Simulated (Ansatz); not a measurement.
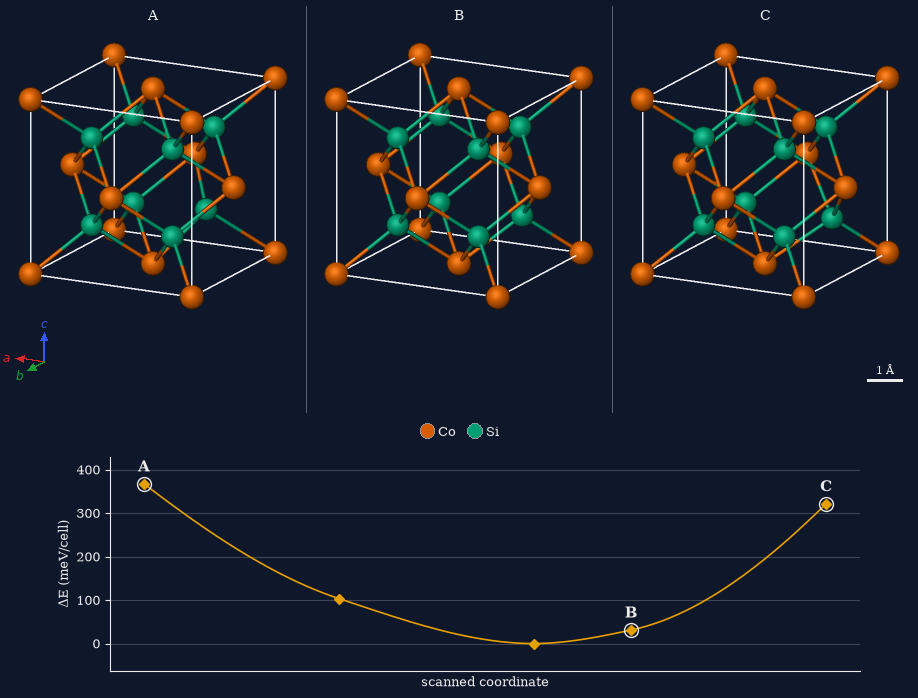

A scan of solid CoSi₂ (Fm-3m) along one coordinate. The picture is a ball-and-stick view of the cell of the calculation, seen from a free direction.

All numbers below come from DFT PBEsol, scalar-relativistic, plane waves, PAW in Ansatz 0.2.0. (plane-wave cutoff 420 eV; k-point mesh 10 × 10 × 10; occupations gaussian; smearing width 0.15 eV; no spin polarisation). Energies (free energies at the smearing named) are counted from the relaxed crystal.

Which coordinate changes from frame to frame?

Answer. A Si atom (one in each cell of 12 atoms) is moved towards the nearest copy of atom 1 (Co) at 2.300 Å, all else fixed. In the frames the displacement is −0.30 Å (A), 0.075 Å (B), 0.225 Å (C). The lowest computed point lies at the displacement 0.00 Å (0 meV/cell). The end points stand at 367 meV/cell (−0.30 Å) and 322 meV/cell (0.225 Å). The curvature at zero is about 11 eV/Å². At the highest point the shortest interatomic distance is 2.22 Å, against 2.30 Å in the reference. The distortion takes the space group from Fm-3m to R3m.
